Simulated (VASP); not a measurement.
**Geometry relaxation, with input and output: PtS₂ (part 1 of 4)**

The run: geometry relaxation of PtS₂ (P-3m1, 3 atoms in the cell). Method and program: Kohn-Sham DFT of a periodic cell, BLYP with D3, VASP PAW PBE potentials, recommended, no spin polarisation (VASP 6.6.1).

The structure derives from an entry of the Crystallography Open Database.

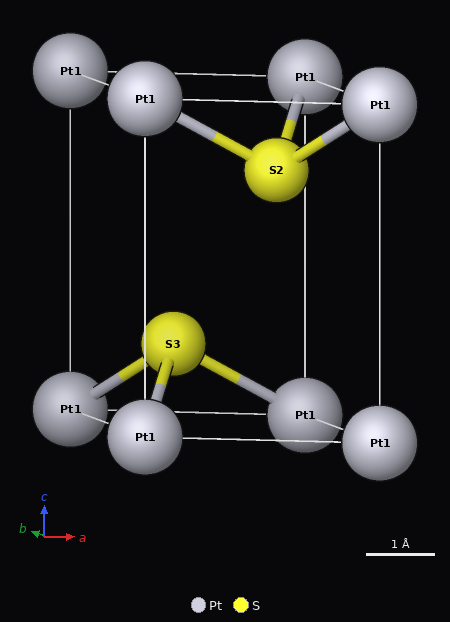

Fig. 1: The structure as given in the input (ball-and-stick view of the cell of the calculation, seen slightly off an axis; atoms are numbered from 1 in the order of the input). Near neighbours in the crystal (not all of them lie inside the picture): Pt has 6 S at 2.34 Å; S has 3 Pt at 2.34 Å.

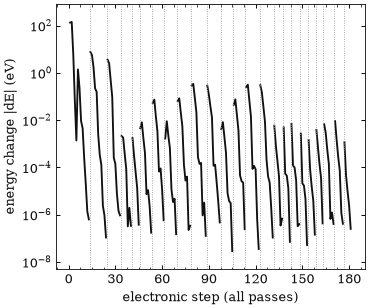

Fig. 2: Convergence of the self-consistent field: energy change |dE| against the electronic step. Each stretch between dotted lines is the SCF of one geometry step of a relaxation. The 24 ionic steps take 5 to 13 electronic steps each. The density is held fixed in the first few steps, and dE rises again when its update begins.

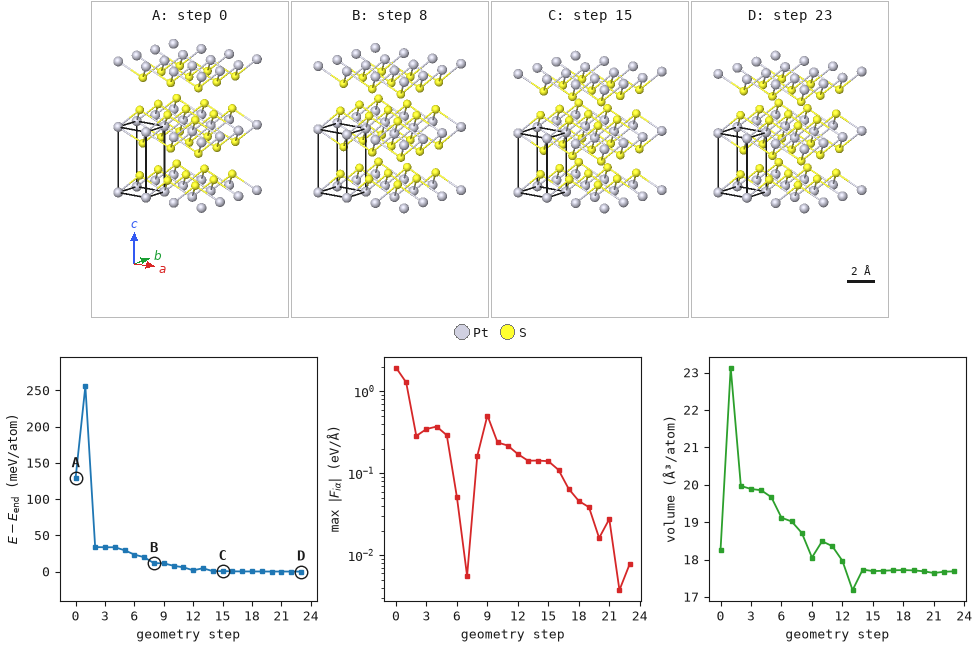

Fig. 3: Frames of the relaxation (ball-and-stick view of the cell of the calculation, repeated 3 × 3 × 2, seen slightly off an axis) above the curves, on which the letters mark them (steps are counted from 0).

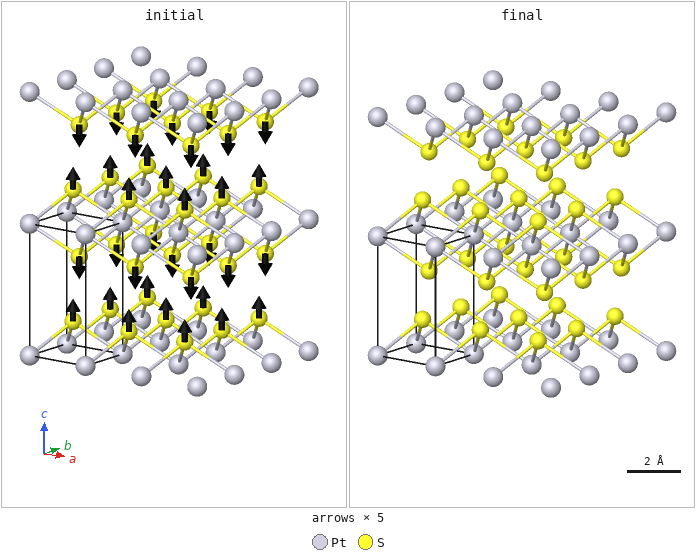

Fig. 4: Before (left) and after (right) the relaxation, at one scale (ball-and-stick view of the cell of the calculation, repeated 3 × 3 × 2, seen slightly off an axis). The black arrows give the displacements (without the part carried along by the change of the cell), magnified 5 times. After 23 geometry steps the energy has fallen by 129 meV per atom. Largest force component: 2 eV/Å at the start, 0.0078 eV/Å at the end. The largest moves relative to the cell, 0.17 Å, are those of S2 and S3. Pt stays in place. The volume changes by −3.2 %, with a = b 3.543 → 3.666 Å (+3.5 %), c 5.039 → 4.559 Å (−9.5 %). Among the contacts that change: Pt1–S2 2.344 → 2.437 Å. The space group stays P-3m1 (No. 164). (Atoms are counted from 1 in the order of the input.)

These pictures come from the run below.

**INCAR**
```
SYSTEM = PtS2
AGGAC = 1.0
AGGAX = 1.0
ALDAC = 0.0
ALDAX = 1.0
ALGO = Normal
EDIFF = 1E-6
EDIFFG = -0.01
ENCUT = 600
GGA = B5
IBRION = 2
ISIF = 3
ISMEAR = -1
IVDW = 11
LASPH = .True.
LCHARG = .False.
LREAL = .False.
LWAVE = .False.
NELM = 60
NSW = 40
PREC = Accurate
SIGMA = 0.05
VDW_S6 = 1.0
VDW_S8 = 1.682
VDW_SR = 1.094
VDW_SR8 = 1.0
```

**KPOINTS**
```
k-points
0
Gamma
  9 9 5
  0 0 0
```

**POSCAR**
```
PtS2
1.0
    3.5432000000      0.0000000000      0.0000000000
   -1.7716000000      3.0685012107      0.0000000000
    0.0000000000      0.0000000000      5.0388000000
Pt S
1 2
Direct
    0.0000000000      0.0000000000      0.0000000000
    0.6666666667      0.3333333333      0.7730000000
    0.3333333333      0.6666666667      0.2270000000
```

Launch command:
```bash
cat potpaw_PBE.64/Pt/POTCAR potpaw_PBE.64/S/POTCAR > POTCAR
mpirun -np 1 vasp_std > vasp.out
```

**OSZICAR**
```
N       E                     dE             d eps       ncg     rms          rms(c)
DAV:   1     0.134063304401E+03    0.13406E+03   -0.11511E+04  1508   0.147E+03
DAV:   2    -0.839612625092E+01   -0.14246E+03   -0.13939E+03  1885   0.267E+02
DAV:   3    -0.144639266320E+02   -0.60678E+01   -0.60376E+01  2004   0.593E+01
DAV:   4    -0.145309997807E+02   -0.67073E-01   -0.67054E-01  1906   0.679E+00
DAV:   5    -0.145323701395E+02   -0.13704E-02   -0.13703E-02  2060   0.925E-01    0.197E+01
DAV:   6    -0.131467690183E+02    0.13856E+01   -0.90637E+00  1521   0.317E+01    0.127E+01
DAV:   7    -0.129135000458E+02    0.23327E+00   -0.16546E+00  1521   0.142E+01    0.629E+00
DAV:   8    -0.129043146575E+02    0.91854E-02   -0.80190E-02  1857   0.240E+00    0.151E+00
DAV:   9    -0.128998226266E+02    0.44920E-02   -0.16560E-02  1850   0.150E+00    0.210E-01
DAV:  10    -0.129000669707E+02   -0.24434E-03   -0.17532E-03  1885   0.335E-01    0.855E-02
DAV:  11    -0.129000877243E+02   -0.20754E-04   -0.93871E-05  1823   0.793E-02    0.313E-02
DAV:  12    -0.129000863539E+02    0.13703E-05   -0.91446E-06  1962   0.343E-02    0.121E-02
DAV:  13    -0.129000869791E+02   -0.62519E-06   -0.15294E-06  1219   0.126E-02
   1 F= -.14748929E+02 E0= -.14748928E+02  d E =-.147489E+02
       N       E                     dE             d eps       ncg     rms          rms(c)
DAV:   1    -0.205332590876E+02   -0.76332E+01   -0.18397E+02  1563   0.116E+02    0.277E+01
DAV:   2    -0.149101236371E+02    0.56231E+01   -0.30810E+01  1528   0.556E+01    0.201E+01
DAV:   3    -0.132050112454E+02    0.17051E+01   -0.30725E+00  1542   0.194E+01    0.117E+01
DAV:   4    -0.129853719219E+02    0.21964E+00   -0.84717E-01  1563   0.856E+00    0.998E+00
DAV:   5    -0.128291190858E+02    0.15625E+00   -0.35032E-01  1577   0.356E+00    0.273E+00
DAV:   6    -0.128267324813E+02    0.23866E-02   -0.36213E-02  1822   0.139E+00    0.724E-01
DAV:   7    -0.128270655902E+02   -0.33311E-03   -0.72654E-04  1739   0.217E-01    0.491E-01
DAV:   8    -0.128271940372E+02   -0.12845E-03   -0.53903E-04  1845   0.185E-01    0.870E-02
DAV:   9    -0.128271963885E+02   -0.23513E-05   -0.16804E-05  1787   0.329E-02    0.309E-02
DAV:  10    -0.128271954572E+02    0.93124E-06   -0.11546E-05  1843   0.281E-02    0.146E-02
DAV:  11    -0.128271953497E+02    0.10749E-06   -0.31731E-07   883   0.457E-03
   2 F= -.14367494E+02 E0= -.14367238E+02  d E =0.381436E+00
       N       E                     dE             d eps       ncg     rms          rms(c)
DAV:   1    -0.164134991359E+02   -0.35863E+01   -0.75589E+01  1528   0.773E+01    0.142E+01
DAV:   2    -0.138797232237E+02    0.25338E+01   -0.12483E+01  1542   0.342E+01    0.617E+00
DAV:   3    -0.133937999506E+02    0.48592E+00   -0.12556E+00  1563   0.122E+01    0.202E+00
DAV:   4    -0.132978952252E+02    0.95905E-01   -0.55657E-01  1598   0.535E+00    0.158E+00
DAV:   5    -0.132981490486E+02   -0.25382E-03   -0.11518E-02  1955   0.929E-01    0.104E+00
DAV:   6    -0.132982893439E+02   -0.14030E-03   -0.53066E-03  1605   0.500E-01    0.135E-01
DAV:   7    -0.132982971154E+02   -0.77715E-05   -0.55389E-04  2018   0.229E-01    0.659E-02
DAV:   8    -0.132982985728E+02   -0.14574E-05   -0.59488E-05  1739   0.768E-02    0.151E-02
DAV:   9    -0.132982976478E+02    0.92503E-06   -0.53636E-06  1822   0.220E-02
   3 F= -.15033723E+02 E0= -.15033709E+02  d E =-.284794E+00
       N       E                     dE             d eps       ncg     rms          rms(c)
DAV:   1    -0.132961886307E+02    0.21099E-02   -0.55866E-02  1542   0.211E+00    0.325E-01
DAV:   2    -0.132943666162E+02    0.18220E-02   -0.92344E-03  1570   0.107E+00    0.227E-01
DAV:   3    -0.132939895008E+02    0.37712E-03   -0.76414E-04  1591   0.321E-01    0.964E-02
DAV:   4    -0.132939067754E+02    0.82725E-04   -0.54931E-04  1570   0.146E-01    0.410E-02
DAV:   5    -0.132939070916E+02   -0.31613E-06   -0.20573E-05  1808   0.374E-02    0.250E-02
DAV:   6    -0.132939090072E+02   -0.19156E-05   -0.40887E-06  1744   0.182E-02    0.589E-03
DAV:   7    -0.132939093385E+02   -0.33128E-06   -0.43800E-07   841   0.777E-03
   4 F= -.15034506E+02 E0= -.15034493E+02  d E =-.285576E+00
       N       E                     dE             d eps       ncg     rms          rms(c)
DAV:   1    -0.132921557747E+02    0.17532E-02   -0.94284E-03  1542   0.870E-01    0.134E-01
DAV:   2    -0.132918467072E+02    0.30907E-03   -0.15500E-03  1577   0.440E-01    0.938E-02
DAV:   3    -0.132917834183E+02    0.63289E-04   -0.12754E-04  1605   0.131E-01    0.402E-02
DAV:   4    -0.132917698885E+02    0.13530E-04   -0.93423E-05  1570   0.603E-02    0.168E-02
DAV:   5    -0.132917702599E+02   -0.37131E-06   -0.35627E-06  1731   0.154E-02
   5 F= -.15034492E+02 E0= -.15034480E+02  d E =-.285563E+00
       N       E                     dE             d eps       ncg     rms          rms(c)
DAV:   1    -0.132963242828E+02   -0.45544E-02   -0.79455E-01  1500   0.643E+00    0.790E-01
DAV:   2    -0.132882989042E+02    0.80254E-02   -0.69179E-02  1654   0.268E+00    0.488E-01
DAV:   3    -0.132866449788E+02    0.16539E-02   -0.38771E-03  1752   0.660E-01    0.191E-01
DAV:   4    -0.132862384880E+02    0.40649E-03   -0.31411E-03  1556   0.363E-01    0.883E-02
DAV:   5    -0.132862457842E+02   -0.72962E-05   -0.73105E-05  1892   0.661E-02    0.558E-02
DAV:   6    -0.132862566130E+02   -0.10829E-04   -0.10525E-05  1731   0.265E-02    0.146E-02
DAV:   7    -0.132862588344E+02   -0.22214E-05   -0.14595E-06  1428   0.121E-02    0.291E-03
DAV:   8    -0.132862586638E+02    0.17055E-06   -0.22543E-07   813   0.440E-03
   6 F= -.15046768E+02 E0= -.15046754E+02  d E =-.122761E-01
       N       E                     dE             d eps       ncg     rms          rms(c)
DAV:   1    -0.133399777008E+02   -0.53719E-01   -0.71940E+00  1500   0.193E+01    0.228E+00
DAV:   2    -0.132668556330E+02    0.73122E-01   -0.61065E-01  1668   0.789E+00    0.141E+00
DAV:   3    -0.132526113343E+02    0.14244E-01   -0.33139E-02  1766   0.192E+00    0.536E-01
DAV:   4    -0.132493030713E+02    0.33083E-02   -0.26137E-02  1563   0.108E+00    0.267E-01
DAV:   5    -0.132493693148E+02   -0.66243E-04   -0.61823E-04  1885   0.199E-01    0.170E-01
DAV:   6    -0.132494587388E+02   -0.89424E-04   -0.99523E-05  1787   0.784E-02    0.383E-02
DAV:   7    -0.132494704018E+02   -0.11663E-04   -0.16439E-05  1927   0.387E-02    0.775E-03
DAV:   8    -0.132494698291E+02    0.57269E-06   -0.15807E-06  1212   0.108E-02
   7 F= -.15064847E+02 E0= -.15064817E+02  d E =-.303545E-01
       N       E                     dE             d eps       ncg     rms          rms(c)
DAV:   1    -0.132511283040E+02   -0.16579E-02   -0.12337E+00  1500   0.758E+00    0.922E-01
DAV:   2    -0.132421974649E+02    0.89308E-02   -0.80399E-02  1647   0.283E+00    0.453E-01
DAV:   3    -0.132400017520E+02    0.21957E-02   -0.51236E-03  1829   0.779E-01    0.188E-01
DAV:   4    -0.132393611425E+02    0.64061E-03   -0.39571E-03  1584   0.417E-01    0.113E-01
DAV:   5    -0.132393729056E+02   -0.11763E-04   -0.30129E-04  1745   0.128E-01    0.493E-02
DAV:   6    -0.132393763100E+02   -0.34044E-05   -0.28572E-05  1984   0.423E-02    0.337E-02
DAV:   7    -0.132393809896E+02   -0.46796E-05   -0.98357E-06  1806   0.262E-02    0.492E-03
DAV:   8    -0.132393808412E+02    0.14842E-06   -0.20331E-06   995   0.130E-02
   8 F= -.15075714E+02 E0= -.15075657E+02  d E =-.108673E-01
       N       E                     dE             d eps       ncg     rms          rms(c)
DAV:   1    -0.133040159748E+02   -0.64635E-01   -0.11246E+01  1500   0.229E+01    0.266E+00
DAV:   2    -0.132209260816E+02    0.83090E-01   -0.75671E-01  1626   0.854E+00    0.133E+00
DAV:   3    -0.132004897143E+02    0.20436E-01   -0.52597E-02  1787   0.247E+00    0.552E-01
DAV:   4    -0.131950877924E+02    0.54019E-02   -0.31495E-02  1605   0.122E+00    0.327E-01
DAV:   5    -0.131952181967E+02   -0.13040E-03   -0.23801E-03  1808   0.360E-01    0.164E-01
DAV:   6    -0.131952456258E+02   -0.27429E-04   -0.22040E-04  1875   0.118E-01    0.116E-01
DAV:   7    -0.131952858562E+02   -0.40230E-04   -0.81963E-05  1759   0.768E-02    0.162E-02
DAV:   8    -0.131952856342E+02    0.22204E-06   -0.10920E-05  1836   0.299E-02    0.852E-03
DAV:   9    -0.131952859678E+02   -0.33361E-06   -0.12088E-06  1107   0.110E-02
   9 F= -.15100475E+02 E0= -.15100117E+02  d E =-.356279E-01
       N       E                     dE             d eps       ncg     rms          rms(c)
DAV:   1    -0.134841000215E+02   -0.28881E+00   -0.46331E+01  1500   0.466E+01    0.564E+00
DAV:   2    -0.131447910241E+02    0.33931E+00   -0.33212E+00  1612   0.172E+01    0.260E+00
DAV:   3    -0.130576368304E+02    0.87154E-01   -0.26818E-01  1752   0.547E+00    0.125E+00
DAV:   4    -0.130365858327E+02    0.21051E-01   -0.10500E-01  1612   0.240E+00    0.682E-01
DAV:   5    -0.130368575962E+02   -0.27176E-03   -0.10173E-02  1892   0.731E-01    0.395E-01
DAV:   6    -0.130369970285E+02   -0.13943E-03   -0.78595E-04  1794   0.231E-01    0.254E-01
DAV:   7    -0.130371508398E+02   -0.15381E-03   -0.39044E-04  1752   0.168E-01    0.379E-02
DAV:   8    -0.130371517607E+02   -0.92094E-06   -0.19156E-05  2045   0.414E-02    0.253E-02
DAV:   9    -0.130371549517E+02   -0.31910E-05   -0.61087E-06  1584   0.252E-02    0.506E-03
DAV:  10    -0.130371548265E+02    0.12523E-06   -0.33858E-07   876   0.610E-03
  10 F= -.15100734E+02 E0= -.15099532E+02  d E =-.358870E-01
       N       E                     dE             d eps       ncg     rms          rms(c)
DAV:   1    -0.133234402961E+02   -0.28629E+00   -0.19810E+01  1500   0.316E+01    0.414E+00
DAV:   2    -0.132042239017E+02    0.11922E+00   -0.12934E+00  1689   0.114E+01    0.221E+00
DAV:   3    -0.131667666959E+02    0.37457E-01   -0.87903E-02  1766   0.321E+00    0.991E-01
DAV:   4    -0.131539628975E+02    0.12804E-01   -0.72502E-02  1556   0.185E+00    0.556E-01
DAV:   5    -0.131540800260E+02   -0.11713E-03   -0.44438E-03  1787   0.543E-01    0.191E-01
DAV:   6    -0.131542086893E+02   -0.12866E-03   -0.65699E-04  1923   0.194E-01    0.923E-02
DAV:   7    -0.131542321244E+02   -0.23435E-04   -0.12953E-04  1745   0.761E-02    0.341E-02
DAV:   8    -0.131542358668E+02   -0.37424E-05   -0.18950E-05  1738   0.386E-02    0.182E-02
DAV:   9    -0.131542363298E+02   -0.46300E-06   -0.19719E-06  1424   0.124E-02
  11 F= -.15111390E+02 E0= -.15110765E+02  d E =-.465431E-01
       N       E                     dE             d eps       ncg     rms          rms(c)
DAV:   1    -0.131500530597E+02    0.41828E-02   -0.42210E-01  1500   0.507E+00    0.663E-01
DAV:   2    -0.131418703531E+02    0.81827E-02   -0.50000E-02  1612   0.244E+00    0.448E-01
DAV:   3    -0.131400063342E+02    0.18640E-02   -0.38354E-03  1710   0.713E-01    0.167E-01
DAV:   4    -0.131396010175E+02    0.40532E-03   -0.32621E-03  1563   0.358E-01    0.796E-02
DAV:   5    -0.131395930082E+02    0.80093E-05   -0.14096E-04  1640   0.850E-02    0.474E-02
DAV:   6    -0.131395967369E+02   -0.37287E-05   -0.14280E-05  1885   0.366E-02    0.228E-02
DAV:   7    -0.131395997735E+02   -0.30366E-05   -0.53049E-06  1717   0.188E-02    0.725E-03
DAV:   8    -0.131395998020E+02   -0.28513E-07   -0.46529E-07   827   0.686E-03
  12 F= -.15117302E+02 E0= -.15116644E+02  d E =-.591163E-02
       N       E                     dE             d eps       ncg     rms          rms(c)
DAV:   1    -0.131839514558E+02   -0.44352E-01   -0.38762E+00  1500   0.154E+01    0.199E+00
DAV:   2    -0.131086089241E+02    0.75343E-01   -0.45803E-01  1612   0.728E+00    0.132E+00
DAV:   3    -0.130920464563E+02    0.16562E-01   -0.35800E-02  1724   0.214E+00    0.475E-01
DAV:   4    -0.130884820609E+02    0.35644E-02   -0.27847E-02  1556   0.106E+00    0.237E-01
DAV:   5    -0.130884362787E+02    0.45782E-04   -0.10812E-03  1661   0.241E-01    0.148E-01
DAV:   6    -0.130884618725E+02   -0.25594E-04   -0.11865E-04  1864   0.102E-01    0.716E-02
DAV:   7    -0.130884845952E+02   -0.22723E-04   -0.50665E-05  1813   0.587E-02    0.217E-02
DAV:   8    -0.130884843559E+02    0.23928E-06   -0.47348E-06  1752   0.208E-02
  13 F= -.15130064E+02 E0= -.15129281E+02  d E =-.186745E-01
       N       E                     dE             d eps       ncg     rms          rms(c)
```
